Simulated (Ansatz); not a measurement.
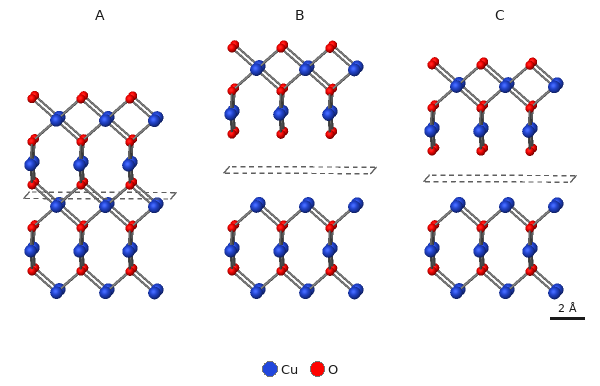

Energy scan for crystalline CuO (C2/c), in which the crystal is pulled apart rigidly along the normal of the (0 0 −1) plane of the conventional cell, at a cut between a plane of Cu below and one of O above, 1.27 Å apart. One cut stands in each cell, which starts 10.2 Å high; nothing is relaxed, and the dashed outline marks the cut. A ball-and-stick model of the layers on both sides of the cut, seen from the side, nearly along the cut plane.

These are results of DFT PBEsol, scalar-relativistic, plane waves, PAW (Ansatz), not measurements. (plane-wave cutoff 420 eV; k-point mesh 16 × 16 × 5; occupations gaussian; smearing width 0.15 eV; no spin polarisation). Energies (free energies at the smearing named) are counted from the relaxed crystal.

Order these geometries by energy, lowest first.

Lowest first: A (the opening 0.00 Å, 0.00 J/m²), C (the opening 2.00 Å, 5.01 J/m²), B (the opening 3.00 Å, 5.37 J/m²). Over the whole scan: at the widest opening, 3.00 Å, the energy has risen by 5.37 J/m², and it is still rising, so the work of separation is somewhat larger. The steepest rise lies between 0.50 Å and 1.00 Å, with a mean traction of about 37 GPa.
